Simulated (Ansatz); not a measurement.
Run report: Sn$_{16}$Se$_{15}$, geometry relaxation (part 4 of 5)

Sn$_{16}$Se$_{15}$ (defect cell, 31 atoms in the cell); DFT PBE, scalar-relativistic, plane waves, PAW, no spin polarisation (Ansatz 0.2.0); cutoff 420 eV, 2×2×2 k-mesh, Gaussian smearing of 0.02 eV. The structure derives from a Materials Project entry. It belongs to a series of runs on one base structure; here: Se vacancy (site b), charge +0, atoms relaxed at the host's cell.

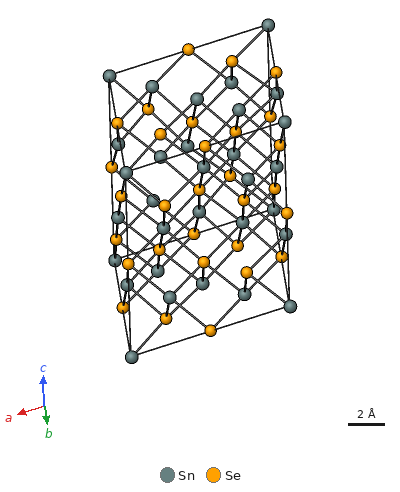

Figure 1. The geometry at step 12 of the log (ball-and-stick view of the cell of the calculation, seen at an oblique angle).

Trajectory as extended XYZ, continued
```
31
Lattice="-6.0616 6.0616 -6.0616 6.0616 -6.0616 -6.0616 -6.0616 -6.0616 6.0616" Properties=species:S:1:pos:R:3:forces:R:3 step=8 energy=-178434.82158 accepted=F
Sn   -2.9358   -0.0239   -2.9853   -0.0191  -0.0648   0.0561
Sn   -3.0685   -3.0038   -0.0414    0.0829  -0.0385   0.0439
Sn   -2.9092   -6.1364    3.1217    0.0377  -0.0211   0.0351
Sn   -6.0856    3.0250   -3.0118    0.0603   0.0654   0.1626
Sn   -3.0189    2.9972   -6.0601   -0.0661   0.0271  -0.0110
Sn   -6.0510    0.0281   -0.1429    0.0323  -0.0977  -0.1140
Sn   -6.0016   -3.0281    3.1432   -0.0548  -0.0134  -0.0899
Sn    3.0899   -6.1122   -2.9844   -0.0560  -0.0099   0.0172
Sn   -6.0018   -6.0395   -6.0445   -0.0300  -0.1058  -0.0470
Sn   -3.0050   -2.9892   -6.0422   -0.0476  -0.0404  -0.0537
Sn   -3.0123   -6.1359   -2.9889   -0.0085   0.0461   0.0551
Sn    0.0328   -3.0200   -2.8605   -0.0115   0.0158  -0.1544
Sn    2.9854   -3.0485   -6.0817    0.0534   0.0372  -0.0032
Sn   -0.0033   -6.1559   -0.1375    0.0673   0.1064   0.1770
Sn   -6.0460   -2.8755   -2.8661   -0.0076   0.0584  -0.1370
Sn    0.0827   -0.0593   -6.0815   -0.0644   0.0482   0.0144
Se   -6.0455   -3.0325   -0.1077   -0.0157  -0.0059   0.1765
Se    0.0132   -0.0041   -3.0270   -0.0097  -0.0046   0.0220
Se   -3.0504   -2.9754    3.0674    0.0104   0.0025   0.0089
Se    0.0163   -2.9872   -0.0421    0.0020   0.0217   0.0136
Se   -9.1265   -0.0165   -0.0338    0.0007   0.0118  -0.0119
Se   -3.0494    3.0702   -2.9978   -0.0159  -0.0139   0.0047
Se   -0.0361   -6.0668   -2.9565    0.0210   0.0102  -0.0999
Se   -3.0765   -0.0125   -0.0276    0.0008   0.0120  -0.0264
Se    0.0159   -9.0764   -0.1023    0.0079  -0.0372   0.0588
Se   -0.0340   -0.0383   -9.0925    0.0474  -0.0530   0.0067
Se   -3.0628   -3.0004   -2.9921    0.0396   0.0259  -0.0002
Se    0.0149   -3.0365   -6.1230   -0.0101   0.0119  -0.0427
Se   -3.0693   -6.0786   -0.0328   -0.0257  -0.0114  -0.0511
Se    3.0109   -2.9861   -2.9918   -0.0205   0.0062   0.0250
Se   -3.0574   -0.0185   -6.0899   -0.0006   0.0111  -0.0355
31
Lattice="-6.0616 6.0616 -6.0616 6.0616 -6.0616 -6.0616 -6.0616 -6.0616 6.0616" Properties=species:S:1:pos:R:3:forces:R:3 step=9 energy=-178434.85664
Sn   -2.9779   -0.0282   -2.9960    0.0063  -0.0402   0.0458
Sn   -3.0401   -3.0199   -0.0166    0.0221  -0.0145   0.0118
Sn   -2.9206   -6.1130    3.0893    0.0113  -0.0280   0.0405
Sn   -6.0601    3.0320   -2.9855    0.0226   0.0517   0.0799
Sn   -3.0292    3.0167   -6.0592   -0.0188   0.0117  -0.0085
Sn   -6.0466   -0.0025   -0.1110    0.0176  -0.0529  -0.0419
Sn   -6.0267   -3.0295    3.0992   -0.0151   0.0089   0.0169
Sn    3.0653   -6.0987   -3.0001   -0.0275  -0.0166   0.0208
Sn   -6.0241   -6.0628   -6.0548   -0.0062  -0.0340  -0.0151
Sn   -3.0205   -3.0111   -6.0567   -0.0250  -0.0152  -0.0246
Sn   -3.0125   -6.1040   -2.9969    0.0045   0.0052   0.0356
Sn    0.0221   -3.0233   -2.9385   -0.0017  -0.0046  -0.0268
Sn    3.0156   -3.0352   -6.0730    0.0222   0.0148  -0.0046
Sn    0.0147   -6.1030   -0.0516    0.0278   0.0089  -0.0253
Sn   -6.0510   -2.9202   -2.9387    0.0038   0.0190   0.0386
Sn    0.0488   -0.0289   -6.0690   -0.0170   0.0160   0.0041
Se   -6.0497   -3.0320   -0.0503    0.0002   0.0108  -0.0184
Se    0.0022   -0.0070   -3.0230   -0.0099   0.0074   0.0010
Se   -3.0462   -2.9959    3.0575   -0.0143   0.0138   0.0028
Se    0.0136   -3.0051   -0.0421   -0.0021   0.0096  -0.0351
Se   -9.1124   -0.0127   -0.0216   -0.0077   0.0055  -0.0319
Se   -3.0442    3.0604   -3.0059    0.0046   0.0125   0.0045
Se   -0.0191   -6.0667   -2.9921    0.0100  -0.0005   0.0308
Se   -3.0557   -0.0110   -0.0144   -0.0009   0.0033  -0.0231
Se    0.0127   -9.0848   -0.0532    0.0023   0.0066  -0.0154
Se   -0.0173   -0.0261   -9.0855    0.0112  -0.0243  -0.0109
Se   -3.0439   -3.0080   -3.0055   -0.0015   0.0087   0.0094
Se    0.0117   -3.0305   -6.1111    0.0010   0.0054  -0.0146
Se   -3.0606   -6.0741   -0.0225   -0.0183  -0.0044  -0.0291
Se    3.0189   -3.0006   -3.0040   -0.0004   0.0161   0.0103
Se   -3.0521   -0.0118   -6.0806   -0.0009  -0.0009  -0.0273
31
Lattice="-6.0616 6.0616 -6.0616 6.0616 -6.0616 -6.0616 -6.0616 -6.0616 6.0616" Properties=species:S:1:pos:R:3:forces:R:3 step=10 energy=-178434.86685
Sn   -2.9608   -0.0370   -2.9797   -0.0046  -0.0459   0.0510
Sn   -3.0459   -3.0162   -0.0262    0.0387  -0.0233   0.0210
Sn   -2.9133   -6.1320    3.1151    0.0183  -0.0256   0.0385
Sn   -6.0649    3.0479   -2.9806    0.0324   0.0573   0.0906
Sn   -3.0308    3.0110   -6.0626   -0.0296   0.0136  -0.0056
Sn   -6.0438   -0.0038   -0.1478    0.0198  -0.0722  -0.0699
Sn   -6.0200   -3.0260    3.1176   -0.0254   0.0047  -0.0003
Sn    3.0713   -6.1102   -2.9868   -0.0314  -0.0192   0.0242
Sn   -6.0155   -6.0638   -6.0563   -0.0138  -0.0466  -0.0194
Sn   -3.0185   -3.0040   -6.0576   -0.0341  -0.0221  -0.0347
Sn   -3.0098   -6.1173   -2.9828   -0.0012   0.0100   0.0441
Sn    0.0259   -3.0212   -2.9161   -0.0068   0.0004  -0.0526
Sn    3.0063   -3.0366   -6.0790    0.0350   0.0208  -0.0088
Sn    0.0135   -6.1212   -0.0846    0.0364   0.0256   0.0135
Sn   -6.0485   -2.8849   -2.9055    0.0005   0.0406  -0.0025
Sn    0.0585   -0.0414   -6.0752   -0.0274   0.0208   0.0050
Se   -6.0483   -3.0318   -0.0727   -0.0054   0.0168   0.0295
Se    0.0033   -0.0078   -3.0225   -0.0075   0.0056   0.0029
Se   -3.0493   -2.9840    3.0656   -0.0076   0.0124   0.0057
Se    0.0145   -2.9936   -0.0502   -0.0019   0.0079  -0.0196
Se   -9.1202   -0.0165   -0.0347   -0.0005   0.0081  -0.0224
Se   -3.0454    3.0687   -2.9973   -0.0020   0.0057   0.0045
Se   -0.0245   -6.0667   -2.9741    0.0137  -0.0022   0.0130
Se   -3.0646   -0.0154   -0.0275   -0.0025   0.0079  -0.0249
Se    0.0145   -9.0790   -0.0722    0.0032  -0.0011  -0.0022
Se   -0.0224   -0.0375   -9.0864    0.0178  -0.0362  -0.0040
Se   -3.0506   -3.0011   -2.9957    0.0073   0.0155   0.0064
Se    0.0136   -3.0320   -6.1191   -0.0030   0.0084  -0.0205
Se   -3.0683   -6.0785   -0.0331   -0.0157  -0.0039  -0.0408
Se    3.0140   -2.9898   -2.9939    0.0008   0.0117   0.0136
Se   -3.0550   -0.0161   -6.0913   -0.0034   0.0047  -0.0351
31
Lattice="-6.0616 6.0616 -6.0616 6.0616 -6.0616 -6.0616 -6.0616 -6.0616 6.0616" Properties=species:S:1:pos:R:3:forces:R:3 step=11 energy=-178434.87444
Sn   -2.9565   -0.0431   -2.9713   -0.0032  -0.0468   0.0499
Sn   -3.0442   -3.0175   -0.0271    0.0393  -0.0239   0.0207
Sn   -2.9088   -6.1397    3.1251    0.0140  -0.0256   0.0364
Sn   -6.0641    3.0587   -2.9757    0.0317   0.0636   0.0858
Sn   -3.0335    3.0089   -6.0629   -0.0281   0.0127  -0.0055
Sn   -6.0433   -0.0138   -0.1717    0.0191  -0.0739  -0.0713
Sn   -6.0197   -3.0242    3.1223   -0.0260   0.0051  -0.0052
Sn    3.0707   -6.1145   -2.9812   -0.0291  -0.0200   0.0238
Sn   -6.0144   -6.0662   -6.0573   -0.0163  -0.0483  -0.0185
Sn   -3.0197   -3.0041   -6.0601   -0.0308  -0.0226  -0.0339
Sn   -3.0093   -6.1204   -2.9761   -0.0018   0.0090   0.0430
Sn    0.0259   -3.0215   -2.9146   -0.0087   0.0020  -0.0559
Sn    3.0057   -3.0363   -6.0813    0.0334   0.0192  -0.0087
Sn    0.0149   -6.1250   -0.0914    0.0355   0.0266   0.0143
Sn   -6.0495   -2.8594   -2.8965    0.0006   0.0457  -0.0102
Sn    0.0594   -0.0461   -6.0769   -0.0288   0.0169   0.0028
Se   -6.0483   -3.0301   -0.0747   -0.0080   0.0210   0.0362
Se    0.0039   -0.0083   -3.0219   -0.0076   0.0024   0.0029
Se   -3.0505   -2.9812    3.0685   -0.0065   0.0119   0.0050
Se    0.0141   -2.9907   -0.0546   -0.0018   0.0085  -0.0128
Se   -9.1223   -0.0175   -0.0386    0.0040   0.0071  -0.0218
Se   -3.0453    3.0715   -2.9939   -0.0032   0.0046   0.0030
Se   -0.0248   -6.0677   -2.9690    0.0135  -0.0025   0.0153
Se   -3.0660   -0.0166   -0.0329   -0.0034   0.0074  -0.0267
Se    0.0145   -9.0767   -0.0741    0.0027  -0.0039   0.0029
Se   -0.0229   -0.0414   -9.0858    0.0178  -0.0463  -0.0019
Se   -3.0519   -2.9986   -2.9924    0.0083   0.0192   0.0059
Se    0.0137   -3.0321   -6.1225   -0.0038   0.0125  -0.0171
Se   -3.0705   -6.0797   -0.0378   -0.0136  -0.0023  -0.0386
Se    3.0138   -2.9875   -2.9903    0.0032   0.0141   0.0138
Se   -3.0561   -0.0172   -6.0969   -0.0029   0.0064  -0.0337
31
Lattice="-6.0616 6.0616 -6.0616 6.0616 -6.0616 -6.0616 -6.0616 -6.0616 6.0616" Properties=species:S:1:pos:R:3:forces:R:3 step=12 energy=-178434.89463
Sn   -2.9130   -0.0783   -2.9123   -0.0325  -0.0347  -0.0269
Sn   -3.0499   -3.0125   -0.0507    0.0272  -0.0213   0.0115
Sn   -2.8854   -6.2010    3.2098    0.1784  -0.0092  -0.0328
Sn   -6.0702    3.1278   -2.9507    0.0490  -0.0060  -0.0054
Sn   -3.0438    2.9931   -6.0709   -0.0132   0.0365  -0.0345
Sn   -6.0322   -0.0397   -0.3108   -0.0886  -0.3219  -0.1897
Sn   -6.0068   -3.0117    3.1737   -0.0453  -0.0122  -0.2037
Sn    3.0839   -6.1572   -2.9329   -0.0361   0.0513  -0.0487
Sn   -5.9934   -6.0794   -6.0643   -0.0356  -0.0719  -0.0580
Sn   -3.0204   -2.9876   -6.0735   -0.0254  -0.0562  -0.0411
Sn   -3.0023   -6.1624   -2.9216   -0.0077   0.0748  -0.0430
Sn    0.0327   -3.0150   -2.8607   -0.0161   0.0274  -0.1868
Sn    2.9874   -3.0363   -6.1057    0.0389  -0.0006  -0.0054
Sn    0.0186   -6.1748   -0.1779    0.0506   0.1570   0.3227
Sn   -6.0432   -2.7220   -2.8082   -0.0891   0.2854  -0.1833
Sn    0.0814   -0.0836   -6.0972   -0.0633   0.0345  -0.0001
Se   -6.0478   -3.0177   -0.1264   -0.0097  -0.0228   0.3554
Se    0.0037   -0.0120   -3.0210   -0.0794   0.0339  -0.0217
Se   -3.0591   -2.9452    3.0953    0.0002  -0.0389   0.0209
Se    0.0151   -2.9588   -0.0790    0.0044   0.0259   0.0684
Se   -9.1408   -0.0306   -0.0795    0.0028   0.0095   0.1205
Se   -3.0504    3.0963   -2.9653    0.0072  -0.0262   0.0123
Se   -0.0365   -6.0721   -2.9077    0.0272   0.0420  -0.0613
Se   -3.0918   -0.0318   -0.0807    0.0484   0.0191   0.0272
Se    0.0193   -9.0595   -0.1231   -0.0038  -0.0890   0.1459
Se   -0.0342   -0.0880   -9.0847    0.0477  -0.1543  -0.0333
Se   -3.0690   -2.9699   -2.9619    0.0751   0.0163   0.0137
Se    0.0181   -3.0335   -6.1517   -0.0158   0.0727   0.0229
Se   -3.0926   -6.0936   -0.0793   -0.0181   0.0166   0.0148
Se    3.0048   -2.9522   -2.9563   -0.0131  -0.0576   0.0428
Se   -3.0670   -0.0284   -6.1381    0.0359   0.0199  -0.0034
31
Lattice="-6.0616 6.0616 -6.0616 6.0616 -6.0616 -6.0616 -6.0616 -6.0616 6.0616" Properties=species:S:1:pos:R:3:forces:R:3 step=13 energy=-178434.96006
Sn   -2.9087   -0.0926   -2.9011   -0.0130   0.0165  -0.0906
Sn   -3.0532   -3.0149   -0.0544    0.0679  -0.0342   0.0200
Sn   -2.8511   -6.2225    3.2341    0.1660   0.0476  -0.1097
Sn   -6.0623    3.1474   -2.9510    0.0406  -0.0926  -0.0134
Sn   -3.0426    2.9951   -6.0787   -0.0479   0.0003  -0.0009
Sn   -6.0455   -0.1037   -0.3594   -0.0811  -0.2158  -0.0995
Sn   -6.0100   -3.0001    3.1717   -0.0456  -0.0122  -0.1154
Sn    3.0801   -6.1647   -2.9289   -0.0199   0.0407  -0.0654
Sn   -5.9952   -6.0917   -6.0829   -0.0640  -0.0359  -0.0516
Sn   -3.0240   -2.9951   -6.0810   -0.0250  -0.0369  -0.0477
Sn   -2.9957   -6.1603   -2.9097   -0.0122   0.0701  -0.0431
Sn    0.0310   -3.0069   -2.8738   -0.0394   0.0347  -0.1964
Sn    2.9883   -3.0384   -6.1098    0.0337  -0.0026  -0.0287
Sn    0.0296   -6.1611   -0.1578    0.0394   0.1018   0.3404
Sn   -6.0573   -2.6455   -2.7778   -0.0852   0.2155  -0.2677
Sn    0.0774   -0.0918   -6.1082   -0.0615  -0.0389  -0.0006
Se   -6.0539   -3.0207   -0.1087   -0.0082  -0.0089   0.3352
Se   -0.0111   -0.0026   -3.0352   -0.0684   0.0164   0.0005
Se   -3.0664   -2.9436    3.1006    0.0150  -0.0453   0.0304
Se    0.0136   -2.9474   -0.0992    0.0047   0.0054   0.1073
Se   -9.1449   -0.0390   -0.0827    0.0279   0.0286   0.1525
Se   -3.0416    3.1068   -2.9582   -0.0022  -0.0311   0.0187
Se   -0.0302   -6.0596   -2.8677    0.0180   0.0270  -0.1124
Se   -3.0936   -0.0425   -0.0965    0.0390   0.0452   0.0676
Se    0.0177   -9.0571   -0.1125   -0.0017  -0.0600   0.0980
Se   -0.0297   -0.1241   -9.1013    0.0412  -0.0655  -0.0068
Se   -3.0694   -2.9577   -2.9491    0.0687  -0.0150  -0.0058
Se    0.0170   -3.0339   -6.1567   -0.0177   0.0914   0.0149
Se   -3.1018   -6.0928   -0.0829    0.0067   0.0149   0.0296
Se    3.0072   -2.9471   -2.9431    0.0054  -0.0839   0.0238
Se   -3.0589   -0.0294   -6.1514    0.0195   0.0231   0.0169
31
Lattice="-6.0616 6.0616 -6.0616 6.0616 -6.0616 -6.0616 -6.0616 -6.0616 6.0616" Properties=species:S:1:pos:R:3:forces:R:3 step=14 energy=-178435.02985
Sn   -2.9283   -0.0846   -2.9529    0.0887   0.0332   0.0102
Sn   -3.0111   -3.0454   -0.0285    0.0273   0.0105  -0.0458
Sn   -2.7516   -6.1951    3.1833    0.0153  -0.1013   0.1354
Sn   -6.0220    3.1163   -2.9490   -0.0239   0.0630  -0.0715
Sn   -3.0636    3.0022   -6.0764   -0.0280   0.0042  -0.0306
Sn   -6.0952   -0.2786   -0.3760   -0.0963   0.2637   0.0870
Sn   -6.0466   -2.9751    3.1550    0.0065   0.0591   0.0955
Sn    3.0488   -6.1549   -2.9711    0.0601  -0.0290  -0.0130
Sn   -6.0511   -6.1102   -6.1338   -0.0354  -0.0179   0.0712
Sn   -3.0486   -3.0327   -6.1114    0.0026  -0.0273   0.0048
Sn   -2.9848   -6.1059   -2.9154   -0.0066  -0.0112   0.0121
Sn   -0.0027   -2.9878   -3.0056   -0.0497  -0.0163   0.0839
Sn    3.0213   -3.0368   -6.1164    0.0120  -0.0277   0.0039
Sn    0.0670   -6.0862    0.0176   -0.0302  -0.0680  -0.2720
Sn   -6.1092   -2.5226   -2.8139   -0.1071  -0.2183   0.0257
Sn    0.0288   -0.1195   -6.1153    0.0211  -0.0764  -0.0731
Se   -6.0732   -3.0275    0.0040    0.0151  -0.0361  -0.1734
Se   -0.0571    0.0240   -3.0670   -0.1129  -0.0402   0.0226
Se   -3.0750   -2.9845    3.1008    0.0416   0.0274   0.0017
Se    0.0016   -2.9608   -0.1214    0.0142   0.0125   0.0035
Se   -9.1251   -0.0329   -0.0448    0.0616   0.0071  -0.1253
Se   -3.0137    3.1117   -2.9557   -0.0193   0.0095  -0.0107
Se    0.0033   -6.0304   -2.8234   -0.0233  -0.0282   0.2583
Se   -3.0687   -0.0391   -0.0872    0.0380   0.0209  -0.0188
Se    0.0050   -9.0573   -0.0304   -0.0025   0.0798  -0.0415
Se    0.0010   -0.1631   -9.1325   -0.0219  -0.1406   0.0315
Se   -3.0460   -2.9578   -2.9545    0.0444   0.0069   0.0089
Se    0.0043   -3.0210   -6.1462   -0.0031   0.0957   0.0226
Se   -3.0951   -6.0838   -0.0467    0.0622   0.0084  -0.0114
Se    3.0364   -2.9743   -2.9485    0.0815   0.1097   0.0113
Se   -3.0335   -0.0239   -6.1499   -0.0323   0.0270  -0.0030
31
Lattice="-6.0616 6.0616 -6.0616 6.0616 -6.0616 -6.0616 -6.0616 -6.0616 6.0616" Properties=species:S:1:pos:R:3:forces:R:3 step=15 energy=-178435.11022
Sn   -2.9167   -0.0473   -2.9674   -0.0568   0.0019  -0.0112
Sn   -2.9886   -3.0403   -0.0737   -0.0576  -0.0190  -0.0126
Sn   -2.6846   -6.2253    3.2170    0.1310  -0.0338   0.0277
Sn   -6.0696    2.9774   -2.9955   -0.0475  -0.0967   0.0355
Sn   -3.0420    2.9799   -6.0814    0.0183  -0.0043  -0.0345
Sn   -6.2495   -0.1789   -0.3803    0.0070  -0.0747  -0.0945
Sn   -6.0915   -2.9131    3.1790    0.0262  -0.0625  -0.0237
Sn    3.1234   -6.1824   -2.9608   -0.0399  -0.0052  -0.0280
Sn   -6.1641   -6.1356   -6.1217    0.0324   0.0669   0.0024
Sn   -2.9957   -3.0248   -6.1389    0.0033  -0.0309  -0.0136
Sn   -2.9462   -6.1155   -2.9012   -0.0161   0.0184   0.0192
Sn   -0.1051   -2.9545   -2.9703    0.0452  -0.0165  -0.0542
Sn    3.0636   -3.0409   -6.1354   -0.0176  -0.0150   0.0245
Sn    0.0131   -6.1117    0.0669   -0.0670  -0.0141   0.1394
Sn   -6.2366   -2.6143   -2.8223   -0.0101   0.1118   0.0517
Sn   -0.0006   -0.1016   -6.1583   -0.0076  -0.0271   0.0470
Se   -6.0643   -2.9849   -0.0505   -0.0261   0.0569   0.0020
Se   -0.1478    0.0099   -3.0462    0.0009  -0.0113   0.0010
Se   -3.0170   -2.9686    3.0954   -0.0300  -0.0183   0.0416
Se    0.0180   -2.9455   -0.1104   -0.0156   0.0211   0.0074
Se   -9.0557    0.0067   -0.0731    0.0168  -0.0009   0.0170
Se   -2.9977    3.0987   -2.9689    0.0641   0.0175   0.0040
Se   -0.0266   -6.0553   -2.6469    0.0734   0.0809  -0.2977
Se   -2.9608    0.0071   -0.0900   -0.0246  -0.0169   0.0285
Se   -0.0164   -9.0066   -0.0547   -0.0175  -0.0928   0.0306
Se   -0.0191   -0.3587   -9.0958    0.0313   0.2698  -0.1176
Se   -2.9593   -2.9680   -2.9655   -0.0267  -0.0098   0.0442
Se   -0.0171   -2.9481   -6.1847   -0.0213  -0.0855   0.1353
Se   -3.0165   -6.0529   -0.0775   -0.0425   0.0032   0.0342
Se    3.0851   -2.9608   -2.9475   -0.0176  -0.0358   0.0142
Se   -2.9992    0.0183   -6.1529    0.0924   0.0221  -0.0191
```
